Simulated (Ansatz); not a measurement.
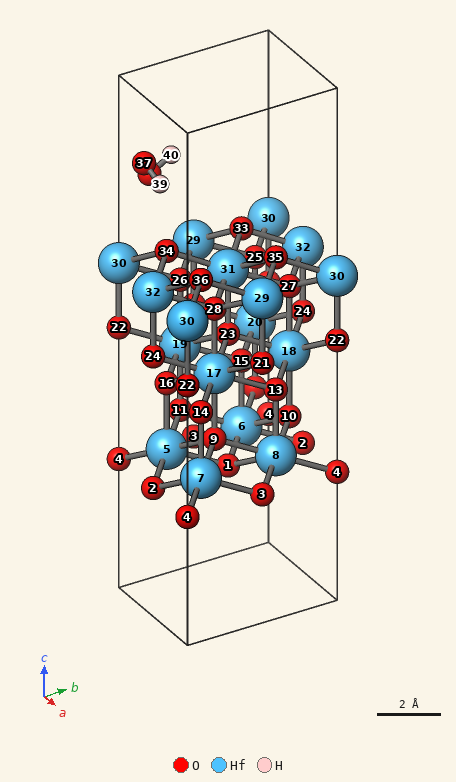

Figure 1. The starting structure (ball-and-stick view of the cell of the calculation, with the vacuum cut short, seen slightly off an axis; atoms are numbered from 1 in the order of the input). An atom can appear more than once, as a periodic image.

## Geometry relaxation, with input and output: Hf$_{6}$HO$_{13}$ (part 1 of 3)

The run: geometry relaxation of Hf$_{6}$HO$_{13}$ (slab, 40 atoms in the cell). Method and program: DFT PBE+D3(BJ), scalar-relativistic, plane waves, PAW, no spin polarisation (Ansatz 0.2.0).

The structure derives from an entry of the Crystallography Open Database. The input holds or restrains some coordinates. Forces given for the steps count only the free coordinates. It belongs to a series of runs on one base structure; here: 1 H2O2 a cell, flat, over a bridge O-O site. Figures and captions count atoms from 1; the log counts them from 0 in places.

**Input file**
```yaml
crystal:
  lattice:
    - [7.1741418983, 0.0, 0.0]
    - [-3.5870709491, 6.2129891342, 0.0]
    - [0.0, 0.0, 25.9992779138]
  atoms:
    - { symbol: O, position: [0.5, 0.5, 0.3077008533] }
    - { symbol: O, position: [0.5, 0.0, 0.3077008533] }
    - { symbol: O, position: [0.0, 0.5, 0.3077008533] }
    - { symbol: O, position: [0.0, 0.0, 0.3077008533] }
    - { symbol: Hf, position: [0.3333333333, 0.1666666667, 0.3358634736] }
    - { symbol: Hf, position: [0.3333333333, 0.6666666667, 0.3358634736] }
    - { symbol: Hf, position: [0.8333333333, 0.1666666667, 0.3358634736] }
    - { symbol: Hf, position: [0.8333333333, 0.6666666667, 0.3358634736] }
    - { symbol: O, position: [0.6666666667, 0.3333333333, 0.3640260939] }
    - { symbol: O, position: [0.6666666667, 0.8333333333, 0.3640260939] }
    - { symbol: O, position: [0.1666666667, 0.3333333333, 0.3640260939] }
    - { symbol: O, position: [0.1666666667, 0.8333333333, 0.3640260939] }
    - { symbol: O, position: [0.8333333333, 0.6666666667, 0.4203513345] }
    - { symbol: O, position: [0.8333333333, 0.1666666667, 0.4203513345] }
    - { symbol: O, position: [0.3333333333, 0.6666666667, 0.4203513345] }
    - { symbol: O, position: [0.3333333333, 0.1666666667, 0.4203513345] }
    - { symbol: Hf, position: [0.6666666667, 0.3333333333, 0.4482419842] }
    - { symbol: Hf, position: [0.6666666667, 0.8333333333, 0.4482419842] }
    - { symbol: Hf, position: [0.1666666667, 0.3333333333, 0.4482419842] }
    - { symbol: Hf, position: [0.1666666667, 0.8333333333, 0.4482419842] }
    - { symbol: O, position: [0.0, 0.5, 0.4768538251] }
    - { symbol: O, position: [0.0, 0.0, 0.4768538251] }
    - { symbol: O, position: [0.5, 0.5, 0.4768538251] }
    - { symbol: O, position: [0.5, 0.0, 0.4768538251] }
    - { symbol: O, position: [0.1666666667, 0.8333333333, 0.5312020637] }
    - { symbol: O, position: [0.1666666667, 0.3333333333, 0.5312020637] }
    - { symbol: O, position: [0.6666666667, 0.8333333333, 0.5312020637] }
    - { symbol: O, position: [0.6666666667, 0.3333333333, 0.5312020637] }
    - { symbol: Hf, position: [0.0, 0.5, 0.5595073976] }
    - { symbol: Hf, position: [0.0, 0.0, 0.5595073976] }
    - { symbol: Hf, position: [0.5, 0.5, 0.5595073976] }
    - { symbol: Hf, position: [0.5, 0.0, 0.5595073976] }
    - { symbol: O, position: [0.3333333333, 0.6666666667, 0.5901301444] }
    - { symbol: O, position: [0.3333333333, 0.1666666667, 0.5901301444] }
    - { symbol: O, position: [0.8333333333, 0.6666666667, 0.5901301444] }
    - { symbol: O, position: [0.8333333333, 0.1666666667, 0.5901301444] }
    - { symbol: O, position: [0.1829700685, 0.084792846, 0.6965638695] }
    - { symbol: O, position: [0.0833333333, 0.1666666667, 0.6705169923] }
    - { symbol: H, position: [0.3178740076, 0.1293096464, 0.6772094859] }
    - { symbol: H, position: [0.1129233123, 0.2977327621, 0.689871376] }
basis:
  ecutwfc: 420
kpoints:
  mp_grid: { grid: [3, 3, 1] }
hamiltonian:
  xc: pbe
  dispersion: d3bj
scf:
  occupations: { method: gaussian, width: 0.05 }
output:
  forces: true
  eigenvalues: true
  write_density: true
  write_potential: true
  elf: true
  volumetric_format: npy
relax:
  adjacent_minimum: "off"
  f_tol: 0.04
  max_steps: 100
  constraints: [{ sites: [0, 1, 2, 3, 4, 5, 6, 7, 8, 9, 10, 11, 12, 13, 14, 15] }]
efield:
  axis: 3
  dipole_correction: true
  ramp_width: 0.04
```

Run on 4 threads of Arm Neoverse V1, 24 GiB of memory available, shared host.

Launched with:
```bash
ansatz run input.yaml --threads 4 --pin off --max-ram 10240MiB --backend cpu --events-out ev --progress --plain --runs-dir out
```

**The program's output**
```
Engine: ansatz 0.2.0, aarch64-unknown-linux-gnu
Pseudopotentials: kind: paw
Pseudopotential: O, paw, valence charge 6, recommended cutoff 420 eV (normal), O.paw.azcp
Pseudopotential: Hf, paw, valence charge 26, recommended cutoff 420 eV (normal), Hf.paw.azcp
Pseudopotential: H, paw, valence charge 1, recommended cutoff 420 eV (normal), H.paw.azcp
Functional definition: PBE
  parameter kappa = 0.804
  parameter beta = 0.06672455060314922
  exchange = pbe_x(kappa = kappa, mu = beta*pi^2/3)
  correlation = pbe_c(beta = beta)
Crystal: 40 atoms, lattice volume = 1158.862 Å³
Basis set: ecut = 420 eV, 22569 PW (Γ), exchange–correlation on 96×96×360 points (8 copies of the dense FFT grid, shifted against one another)
Bands: 282, of which v1, the nominal top of the filled ones, is band 235 counted from 1 (234 counted from 0)
Symmetry: 1 space group operations
Space group: P1 (ITA 1), of the structure as read, at distance tolerance 1.1e-4 Å
k-points: 5 of 9 (time reversal used)
Non-local potential: O, projectors of the file, l = 0: 2, l = 1: 2, l = 2: 1
Non-local potential: Hf, projectors of the file, l = 0: 3, l = 1: 2, l = 2: 2, l = 3: 3
Non-local potential: H, projectors of the file, l = 0: 2, l = 1: 1
PAW form: soft (Blöchl's): semilocal exchange-correlation on the pseudo side does not see the compensation charge
PAW one-centre angular grid: O, 110 points (default); XC on 64 Gauss nodes
PAW one-centre angular grid: Hf, 590 points (default); XC on 64 Gauss nodes
PAW one-centre angular grid: H, 110 points (default); XC on 64 Gauss nodes
Initial density: superposition of atomic densities (neutral atoms: chi_scale 0, normalization atom), corrected by the library's trained network
Initial wavefunctions: pseudopotential atomic-orbital guess
Functional: x = pbe(κ = 0.804, μ = 0.2195149727645171), c = pbe(β = 0.06672455060314922)
SCF iter   1: F=—  HF=-203501.610875 eV  |F-HF|=—  |Δ(HF+E_count)|=         —  Δρ=3.27e-3  dr2=1.32e-1  ethr=1.77e-3  p=-0.100 e·Å  D=-1.56e-2 V/Å  ΔV_dip=0.41 eV  dr2_dipole=5.18e-3  V_vac-E_F(+/−)=4.65/4.24 eV  ⟨swp⟩=7.0  Hψ=5509  notcnv=0  defer=33
efield: sawtooth ramp at fractional position 0.9821 (placed from the atoms, in the widest stretch of the axis that holds none; the zero of the levels goes with the place), width 0.0400; the density the first Hamiltonian is built on has a dipole p = -0.100 e·Å; the dipole correction subtracts the counter field D = -1.56e-2 V/Å, which shifts the + side's vacuum level by +0.41 eV against the − side's; the planar-averaged density in the ramp window peaks in size at 2.4e-5 e/Å³
preconditioner: auto → Resta (q_TF=auto, 2.347 Å⁻¹)  ε∞=2.7  [insulator: Δε(μ)=4.089 eV  Ē_g=17.468 eV  σ=0.050 eV  W_gap=1.00  n_scr=252 (ndim 8)  ℏωp=23.0 eV  f_vac=0.607  D(μ)=0.00/eV (n_scr^D=0)  ε∞_Penn≈2.7  vacuum switching on, ρ_ref=2.2e-2 e/Å³]
SCF iter   2: F=—  HF=-203501.624013 eV  |F-HF|=—  |Δ(HF+E_count)|=   1.31e-2  Δρ=1.88e-3  dr2=2.53e-2  ethr=2.82e-5  p=-0.143 e·Å  D=-2.23e-2 V/Å  ΔV_dip=0.58 eV  dr2_dipole=8.71e-5  V_vac-E_F(+/−)=4.62/4.04 eV  ⟨swp⟩=3.0  Hψ=3007  notcnv=0  defer=186
SCF iter   3: F=—  HF=-203501.623601 eV  |F-HF|=—  |Δ(HF+E_count)|=   4.12e-4  Δρ=7.77e-4  dr2=5.92e-3  ethr=5.37e-6  p=-0.132 e·Å  D=-2.07e-2 V/Å  ΔV_dip=0.54 eV  dr2_dipole=1.35e-5  V_vac-E_F(+/−)=4.59/4.05 eV  ⟨swp⟩=2.4  Hψ=2161  notcnv=0  defer=186
SCF iter   4: F=—  HF=-203501.624747 eV  |F-HF|=—  |Δ(HF+E_count)|=   1.15e-3  Δρ=4.26e-4  dr2=1.93e-3  ethr=1.26e-6  p=-0.126 e·Å  D=-1.97e-2 V/Å  ΔV_dip=0.51 eV  dr2_dipole=4.81e-5  V_vac-E_F(+/−)=4.57/4.06 eV  ⟨swp⟩=2.4  Hψ=2221  notcnv=0  defer=186
SCF iter   5: F=—  HF=-203501.624899 eV  |F-HF|=—  |Δ(HF+E_count)|=   1.52e-4  Δρ=1.10e-4  dr2=1.49e-4  ethr=4.11e-7  p=-0.128 e·Å  D=-2.01e-2 V/Å  ΔV_dip=0.52 eV  dr2_dipole=1.03e-6  V_vac-E_F(+/−)=4.55/4.03 eV  ⟨swp⟩=3.0  Hψ=2207  notcnv=0  defer=186
SCF iter   6: F=-203501.624962 eV  HF=-203501.624956 eV  |F-HF|=6.10e-6  |Δ(HF+E_count)|=   5.68e-5  Δρ=4.62e-5  dr2=2.16e-5  ethr=8.51e-9  p=-0.129 e·Å  D=-2.01e-2 V/Å  ΔV_dip=0.52 eV  dr2_dipole=6.25e-9  V_vac-E_F(+/−)=4.55/4.02 eV  ⟨swp⟩=21.4  Hψ=18583  notcnv=0
SCF 1 converged in 6 iterations: F = -203501.624962 eV  dr2 = 2.16e-5
  greatest PAW one-centre occupation: 0.999 electrons in one spin orbital (limit 2), on the Hf atom at site 16 (counted from 0), in its partial waves of l = 3
relax step   1: F+E_penalty+E_count = -203501.62496231 eV  Δ(F+E_penalty+E_count) = +0.000e0 eV  max|allowed force component| = 4.296e0 eV/Å  Δτ_max = 0.0000 Å  (6 SCF iters, dr2 threshold 4.00e-5 eV, accepted)
Initial density: handed on by an earlier stage of this run
Initial wavefunctions: those handed on with the density
iter 1 solved again at ethr=1.34e-4 eV; its pass at ethr=3.10e-3 eV (dr2=6.30e-1 eV) is discarded
SCF iter   1: F=—  HF=-203502.091083 eV  |F-HF|=—  |Δ(HF+E_count)|=         —  Δρ=1.44e-2  dr2=6.38e-1  ethr=1.34e-4  p=-0.129 e·Å  D=-2.01e-2 V/Å  ΔV_dip=0.52 eV  dr2_dipole=9.73e-4  V_vac-E_F(+/−)=4.64/4.12 eV  ⟨swp⟩=1.8  Hψ=5317  notcnv=0  defer=182
efield: sawtooth ramp at fractional position 0.9821 (handed on by an earlier solve), width 0.0400; the density the first Hamiltonian is built on has a dipole p = -0.129 e·Å; the dipole correction subtracts the counter field D = -2.01e-2 V/Å, which shifts the + side's vacuum level by +0.52 eV against the − side's; the planar-averaged density in the ramp window peaks in size at 1.1e-6 e/Å³
preconditioner: auto → Resta (q_TF=auto, 2.347 Å⁻¹)  ε∞=2.7  [insulator: Δε(μ)=3.846 eV  Ē_g=17.447 eV  σ=0.050 eV  W_gap=1.00  n_scr=252 (ndim 8)  ℏωp=23.0 eV  f_vac=0.606  D(μ)=0.00/eV (n_scr^D=0)  ε∞_Penn≈2.7  vacuum switching on, ρ_ref=2.2e-2 e/Å³]
SCF iter   2: F=—  HF=-203502.002856 eV  |F-HF|=—  |Δ(HF+E_count)|=   8.82e-2  Δρ=6.83e-3  dr2=1.25e-1  ethr=1.34e-4  p=-0.177 e·Å  D=-2.77e-2 V/Å  ΔV_dip=0.72 eV  dr2_dipole=3.45e-4  V_vac-E_F(+/−)=4.91/4.19 eV  ⟨swp⟩=3.0  Hψ=2196  notcnv=0  defer=182
SCF iter   3: F=—  HF=-203502.001584 eV  |F-HF|=—  |Δ(HF+E_count)|=   1.27e-3  Δρ=1.72e-3  dr2=2.06e-2  ethr=2.66e-5  p=-0.230 e·Å  D=-3.59e-2 V/Å  ΔV_dip=0.93 eV  dr2_dipole=9.42e-5  V_vac-E_F(+/−)=5.02/4.09 eV  ⟨swp⟩=3.0  Hψ=2945  notcnv=0  defer=188
SCF iter   4: F=—  HF=-203501.998195 eV  |F-HF|=—  |Δ(HF+E_count)|=   3.39e-3  Δρ=4.97e-4  dr2=1.53e-3  ethr=4.39e-6  p=-0.222 e·Å  D=-3.47e-2 V/Å  ΔV_dip=0.90 eV  dr2_dipole=3.92e-6  V_vac-E_F(+/−)=5.05/4.15 eV  ⟨swp⟩=3.0  Hψ=2963  notcnv=0  defer=188
SCF iter   5: F=—  HF=-203501.998117 eV  |F-HF|=—  |Δ(HF+E_count)|=   7.81e-5  Δρ=1.58e-4  dr2=1.79e-4  ethr=3.25e-7  p=-0.224 e·Å  D=-3.49e-2 V/Å  ΔV_dip=0.91 eV  dr2_dipole=1.03e-7  V_vac-E_F(+/−)=5.05/4.15 eV  ⟨swp⟩=3.0  Hψ=2538  notcnv=0  defer=188
SCF iter   6: F=-203501.998131 eV  HF=-203501.998132 eV  |F-HF|=1.01e-6  |Δ(HF+E_count)|=   1.45e-5  Δρ=4.93e-5  dr2=1.73e-5  ethr=2.13e-8  p=-0.223 e·Å  D=-3.48e-2 V/Å  ΔV_dip=0.91 eV  dr2_dipole=7.06e-13  V_vac-E_F(+/−)=5.05/4.15 eV  ⟨swp⟩=24.0  Hψ=17278  notcnv=0
SCF 2 converged in 6 iterations: F = -203501.998131 eV  dr2 = 1.73e-5
[... from here on the iterations of each SCF are left out, up to the last one ...]
relax step   2: F+E_penalty+E_count = -203501.99813054 eV  Δ(F+E_penalty+E_count) = -3.732e-1 eV  max|allowed force component| = 2.228e0 eV/Å  Δτ_max = 0.1949 Å  (6 SCF iters, dr2 threshold 1.00e-4 eV, accepted)
[... from here on the SCF iterations and repeated set-up lines of each step are left out, up to the last step ...]
SCF 3 converged in 6 iterations: F = -203502.127808 eV  dr2 = 1.18e-5
relax step   3: F+E_penalty+E_count = -203502.12780776 eV  Δ(F+E_penalty+E_count) = -1.297e-1 eV  max|allowed force component| = 1.359e0 eV/Å  Δτ_max = 0.1955 Å  (6 SCF iters, dr2 threshold 1.00e-4 eV, accepted)
SCF 4 converged in 6 iterations: F = -203502.245382 eV  dr2 = 1.09e-5
relax step   4: F+E_penalty+E_count = -203502.24538210 eV  Δ(F+E_penalty+E_count) = -1.176e-1 eV  max|allowed force component| = 1.079e0 eV/Å  Δτ_max = 0.1948 Å  (6 SCF iters, dr2 threshold 1.00e-4 eV, accepted)
SCF 5 converged in 6 iterations: F = -203502.372839 eV  dr2 = 1.15e-5
relax step   5: F+E_penalty+E_count = -203502.37283916 eV  Δ(F+E_penalty+E_count) = -1.275e-1 eV  max|allowed force component| = 5.384e-1 eV/Å  Δτ_max = 0.1952 Å  (6 SCF iters, dr2 threshold 1.00e-4 eV, accepted)
SCF 6 converged in 6 iterations: F = -203502.488808 eV  dr2 = 1.81e-5
relax step   6: F+E_penalty+E_count = -203502.48880836 eV  Δ(F+E_penalty+E_count) = -1.160e-1 eV  max|allowed force component| = 3.821e-1 eV/Å  Δτ_max = 0.1951 Å  (6 SCF iters, dr2 threshold 7.21e-5 eV, accepted)
SCF 7 converged in 6 iterations: F = -203502.552720 eV  dr2 = 2.04e-5
relax step   7: F+E_penalty+E_count = -203502.55271963 eV  Δ(F+E_penalty+E_count) = -6.391e-2 eV  max|allowed force component| = 5.800e-1 eV/Å  Δτ_max = 0.1966 Å  (6 SCF iters, dr2 threshold 3.63e-5 eV, accepted)
SCF 8 converged in 6 iterations: F = -203502.627871 eV  dr2 = 1.61e-5
relax step   8: F+E_penalty+E_count = -203502.62787122 eV  Δ(F+E_penalty+E_count) = -7.515e-2 eV  max|allowed force component| = 3.299e-1 eV/Å  Δτ_max = 0.1935 Å  (6 SCF iters, dr2 threshold 1.00e-4 eV, accepted)
SCF 9 converged in 6 iterations: F = -203502.657127 eV  dr2 = 1.94e-5
relax step   9: F+E_penalty+E_count = -203502.65712705 eV  Δ(F+E_penalty+E_count) = -2.926e-2 eV  max|allowed force component| = 3.790e-1 eV/Å  Δτ_max = 0.2000 Å  (6 SCF iters, dr2 threshold 3.52e-5 eV, accepted)
SCF 10 converged in 6 iterations: F = -203502.690080 eV  dr2 = 4.92e-6
relax step  10: F+E_penalty+E_count = -203502.69007987 eV  Δ(F+E_penalty+E_count) = -3.295e-2 eV  max|allowed force component| = 1.797e-1 eV/Å  Δτ_max = 0.0742 Å  (6 SCF iters, dr2 threshold 4.65e-5 eV, accepted)
SCF 11 converged in 7 iterations: F = -203502.693591 eV  dr2 = 6.35e-7
relax step  11: F+E_penalty+E_count = -203502.69359090 eV  Δ(F+E_penalty+E_count) = -3.511e-3 eV  max|allowed force component| = 2.566e-1 eV/Å  Δτ_max = 0.0684 Å  (7 SCF iters, dr2 threshold 7.26e-6 eV, accepted)
SCF 12 converged in 5 iterations: F = -203502.704132 eV  dr2 = 5.69e-6
relax step  12: F+E_penalty+E_count = -203502.70413174 eV  Δ(F+E_penalty+E_count) = -1.054e-2 eV  max|allowed force component| = 9.480e-2 eV/Å  Δτ_max = 0.0237 Å  (5 SCF iters, dr2 threshold 1.48e-5 eV, accepted)
SCF 13 converged in 7 iterations: F = -203502.705674 eV  dr2 = 3.68e-8
relax step  13: F+E_penalty+E_count = -203502.70567438 eV  Δ(F+E_penalty+E_count) = -1.543e-3 eV  max|allowed force component| = 5.800e-2 eV/Å  Δτ_max = 0.0245 Å  (7 SCF iters, accepted)
SCF iter   1: F=—  HF=-203502.705885 eV  |F-HF|=—  |Δ(HF+E_count)|=         —  Δρ=1.41e-3  dr2=4.29e-3  ethr=9.76e-6  p=-0.234 e·Å  D=-3.65e-2 V/Å  ΔV_dip=0.95 eV  dr2_dipole=1.39e-6  V_vac-E_F(+/−)=5.18/4.23 eV  ⟨swp⟩=3.0  Hψ=3027  notcnv=0  defer=138
efield: sawtooth ramp at fractional position 0.9821 (handed on by an earlier solve), width 0.0400; the density the first Hamiltonian is built on has a dipole p = -0.234 e·Å; the dipole correction subtracts the counter field D = -3.65e-2 V/Å, which shifts the + side's vacuum level by +0.95 eV against the − side's; the planar-averaged density in the ramp window peaks in size at 2.2e-6 e/Å³
preconditioner: auto → Resta (q_TF=auto, 2.347 Å⁻¹)  ε∞=2.7  [insulator: Δε(μ)=4.100 eV  Ē_g=17.486 eV  σ=0.050 eV  W_gap=1.00  n_scr=252 (ndim 8)  ℏωp=23.0 eV  f_vac=0.610  D(μ)=0.00/eV (n_scr^D=0)  ε∞_Penn≈2.7  vacuum switching on, ρ_ref=2.2e-2 e/Å³]
SCF iter   2: F=—  HF=-203502.705926 eV  |F-HF|=—  |Δ(HF+E_count)|=   4.03e-5  Δρ=7.11e-4  dr2=1.08e-3  ethr=9.13e-7  p=-0.235 e·Å  D=-3.67e-2 V/Å  ΔV_dip=0.95 eV  dr2_dipole=8.24e-9  V_vac-E_F(+/−)=5.19/4.23 eV  ⟨swp⟩=2.0  Hψ=2560  notcnv=0  defer=138
SCF iter   3: F=—  HF=-203502.706082 eV  |F-HF|=—  |Δ(HF+E_count)|=   1.56e-4  Δρ=1.54e-4  dr2=2.12e-4  ethr=2.29e-7  p=-0.235 e·Å  D=-3.66e-2 V/Å  ΔV_dip=0.95 eV  dr2_dipole=8.35e-7  V_vac-E_F(+/−)=5.19/4.23 eV  ⟨swp⟩=2.4  Hψ=2233  notcnv=0  defer=138
SCF iter   4: F=—  HF=-203502.706042 eV  |F-HF|=—  |Δ(HF+E_count)|=   3.92e-5  Δρ=2.97e-5  dr2=5.84e-6  ethr=4.51e-8  p=-0.235 e·Å  D=-3.68e-2 V/Å  ΔV_dip=0.96 eV  dr2_dipole=1.21e-8  V_vac-E_F(+/−)=5.19/4.23 eV  ⟨swp⟩=3.0  Hψ=2540  notcnv=0  defer=138
SCF iter   5: F=—  HF=-203502.706564 eV  |F-HF|=—  |Δ(HF+E_count)|=   5.22e-4  Δρ=9.05e-6  dr2=4.92e-7  ethr=1.24e-9  p=-0.235 e·Å  D=-3.67e-2 V/Å  ΔV_dip=0.96 eV  dr2_dipole=4.15e-10  V_vac-E_F(+/−)=5.19/4.23 eV  ⟨swp⟩=3.0  Hψ=3152  notcnv=0  defer=138
SCF iter   6: F=—  HF=-203502.706564 eV  |F-HF|=—  |Δ(HF+E_count)|=   1.92e-7  Δρ=4.49e-6  dr2=1.49e-7  ethr=2.13e-11  p=-0.235 e·Å  D=-3.67e-2 V/Å  ΔV_dip=0.95 eV  dr2_dipole=1.13e-10  V_vac-E_F(+/−)=5.19/4.23 eV  ⟨swp⟩=18.2  Hψ=13514  notcnv=0
SCF iter   7: F=-203502.706564 eV  HF=-203502.706564 eV  |F-HF|=3.46e-9  |Δ(HF+E_count)|=   1.41e-8  Δρ=1.25e-6  dr2=1.23e-8  ethr=2.13e-11  p=-0.235 e·Å  D=-3.67e-2 V/Å  ΔV_dip=0.95 eV  dr2_dipole=3.78e-13  V_vac-E_F(+/−)=5.19/4.23 eV  ⟨swp⟩=11.0  Hψ=11050  notcnv=0
SCF 14 converged in 7 iterations: F = -203502.706564 eV  dr2 = 1.23e-8
relax step  14: F+E_penalty+E_count = -203502.70656428 eV  Δ(F+E_penalty+E_count) = -8.899e-4 eV  max|allowed force component| = 3.164e-2 eV/Å  Δτ_max = 0.0221 Å  (7 SCF iters, accepted)
```

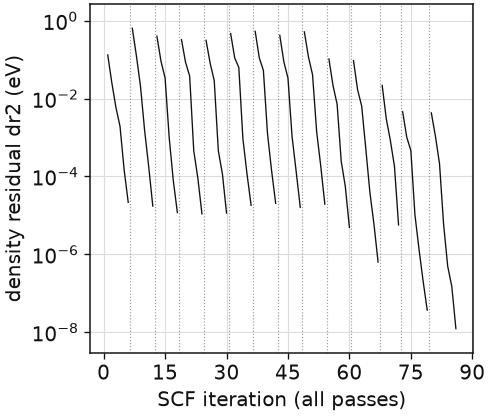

Figure 2. Convergence of the self-consistent field: density residual dr2 against the SCF iteration. The dotted lines part the SCF passes of the relaxation: geometry steps, rejected trials and re-solves on a re-selected basis. The 14 passes take 5 to 7 iterations each, 86 in all.
